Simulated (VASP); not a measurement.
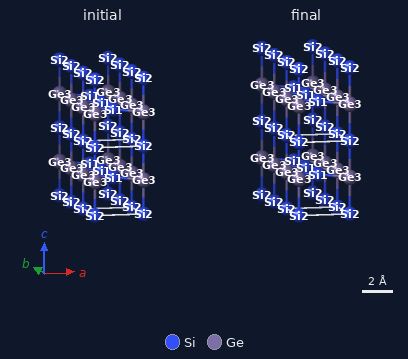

The structure of crystalline Si₂Ge (a generated structure, set up in P4/mmm) before (left) and after (right) a relaxation, at one scale.

A ball-and-stick model of the cell of the calculation, repeated 1 × 3 × 2 with one cell outlined, seen slightly off an axis.

The run lets cell and atoms move.

All numbers below come from Kohn-Sham DFT of a periodic cell, PBE, VASP PAW PBE potentials, recommended (VASP 6.6.1).

The input:
```
  PREC = Normal
  ENCUT = 520
  EDIFF = 1E-4
  ISMEAR = 0
  SIGMA = 0.15
  LREAL = False
  LASPH = True
  NELM = 60
  ALGO = Fast
  ISIF = 3
  LWAVE = False
  LCHARG = False
  GGA = PE
  IBRION = 2
  NSW = 24
  EDIFFG = -0.08
```

Command:
```bash
cat potpaw_PBE.64/Si/POTCAR potpaw_PBE.64/Ge_d/POTCAR > POTCAR
mpirun -np 1 vasp_std > vasp.out
```

Describe what moved and what it gained.

Answer. The atoms keep their places relative to the cell (all moves are under 0.005 Å). Cell: a = b 3.384 → 3.539 Å (+4.6 %), c 4.642 → 5.000 Å (+7.7 %). Volume +17.8 %. Some distances before and after: Si2–Ge3 2.321 → 2.500 Å, Si1–Ge3 2.393 → 2.502 Å. The space group stays P4/mmm (No. 123). Over 2 geometry steps the energy falls by 0.405 eV per cell of the calculation. All forces vanish by symmetry, so only the cell relaxes. The pressure goes from 14.96 to −0.30 GPa. The volume changes by over a tenth within one run on a fixed set of plane waves, so the end point should be relaxed again from the new cell.
